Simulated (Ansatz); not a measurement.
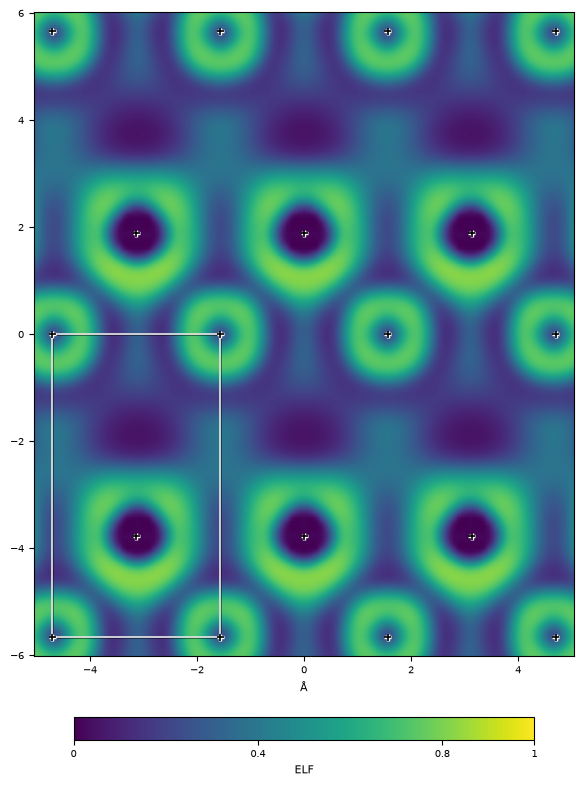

The electron localisation function on a plane through atoms (crosses mark nuclei in the plane).

Theory: DFT PBEsol, scalar-relativistic, plane waves, PAW (Ansatz).

Candidates:
A. Sn, a = 6.54 Å, b = 6.54 Å, c = 6.54 Å, α = 90.00°, β = 90.00°, γ = 90.00°. Space group Fd-3m.
B. MoP, a = 3.27 Å, b = 3.27 Å, c = 3.13 Å, α = 90.00°, β = 90.00°, γ = 120.00°. Space group P-6m2; changed on purpose from its base cell (biaxial strain in the a-b plane, c and atoms relaxed: +2.0 %); computed pressure about −5 GPa in this cell; computed without spin polarisation.
C. Sn8Se (slab), a = 4.63 Å, b = 6.54 Å, c = 25.94 Å, α = 90.00°, β = 90.00°, γ = 90.00°. 

### Which system is this?

Candidate B: MoP on the (110) plane of the conventional cell, which holds Mo and P. Mo–P (2.45 Å): the ELF peaks at about 0.80 in the valence shell of P, 0.8 Å from its nucleus, and is about 0.45 at the midpoint.
